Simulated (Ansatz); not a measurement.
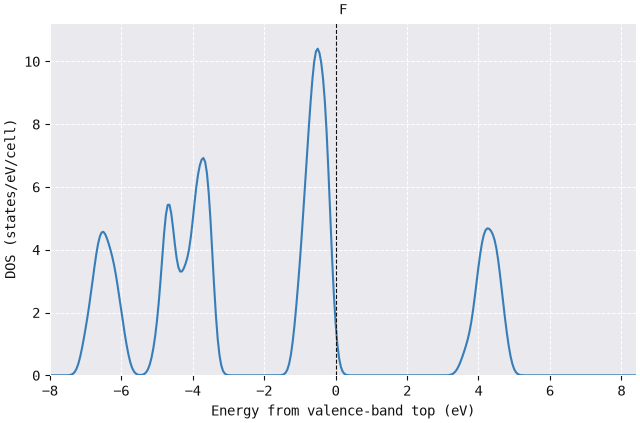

Density of states. Energies are counted from the top of the valence band. The curve is built from the levels of the k mesh with Gaussians 0.3 eV wide, which also blur the band edges.

Structure: F, space group C2/m, 4 atoms in the cell, hydrostatic strain −2.5%.

Method: DFT, r2SCAN, plane waves, PAW, no spin polarisation, 10×10×4 k mesh, 500 eV cutoff (Ansatz).

Is there a gap at the Fermi level, and how wide?

There is a gap; over the k points computed it is 3.42 eV (indirect; the smallest direct gap is 3.50 eV).

Where is the tallest peak of the filled states in the window?

Within the window shown, the tallest peak of the filled states lies 0.5 eV under the valence-band top, at about 10 states per eV and cell.

How wide is the upper valence band?

The upper group of valence states starts about 1.2 eV under the valence-band top, with a gap beneath it; it holds about 8 electrons a cell.
